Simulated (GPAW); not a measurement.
System: Ti (space group P6_3/mmc).

Calculation (GPAW 26.7.0): PAW DFT in plane waves, on a grid or in atomic orbitals, no spin polarisation; energies at scaled volumes of the given cell, shape and fractions fixed, counted from the fit's minimum, third-order Birch-Murnaghan fit. All runs: no spin polarisation.

| setting | value |
| --- | --- |
| occupations | Fermi–Dirac |
| smearing width | 0.05 eV |
| wave cutoff | 600 eV |

Settings that differ: r2SCAN: k mesh 8×8×5, potentials GPAW-PAW-data-sets-(gpaw-data-1.2.1); PBEsol: k mesh 10×10×6, potentials PAW-data-sets-made-by gpaw-setup-for-the-functional.

Predict the pressure against volume, with one curve for each functional. The cases: r2SCAN; PBEsol.

The fitted equilibrium volumes, smallest first, are PBEsol 16.798, r2SCAN 17.378 Å³/atom. The fitted bulk moduli, smallest first, are PBEsol 117.9, r2SCAN 118.3 GPa. For r2SCAN, the pressure falls from 5.23 GPa at volume 16.58 Å³/atom to −8.31 GPa at 18.69 Å³/atom, and changes sign near 17.26 Å³/atom. For PBEsol, the pressure falls from 0.66 GPa at volume 16.58 Å³/atom to −11.31 GPa at 18.69 Å³/atom, and changes sign near 16.67 Å³/atom.

r2SCAN:
```csv
volume (Å³/atom),pressure (GPa)
16.58,5.23
16.93,2.43
17.28,-0.13
17.64,-2.46
17.99,-4.60
18.34,-6.54
18.69,-8.31
```

PBEsol:
```csv
volume (Å³/atom),pressure (GPa)
16.58,0.66
16.93,-1.83
17.28,-4.10
17.64,-6.17
17.99,-8.05
18.34,-9.76
18.69,-11.31
```

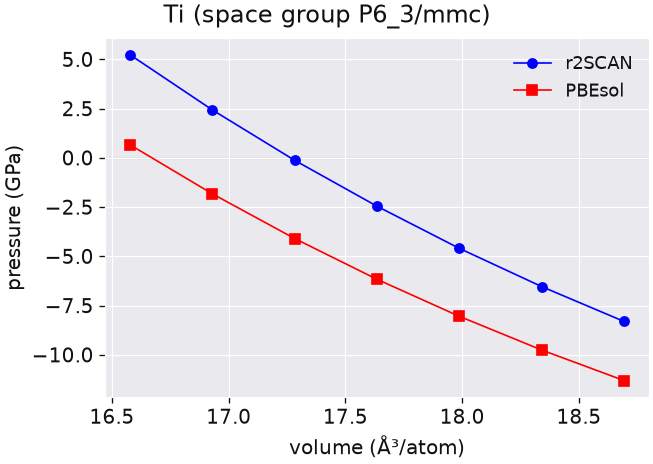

Keep in mind: the fit and the printed pressures don't fully agree, or the minimum lies near the end of the range (r2SCAN); shape and atomic fractions are frozen while scaling, which makes layered, chain and framework solids too stiff.
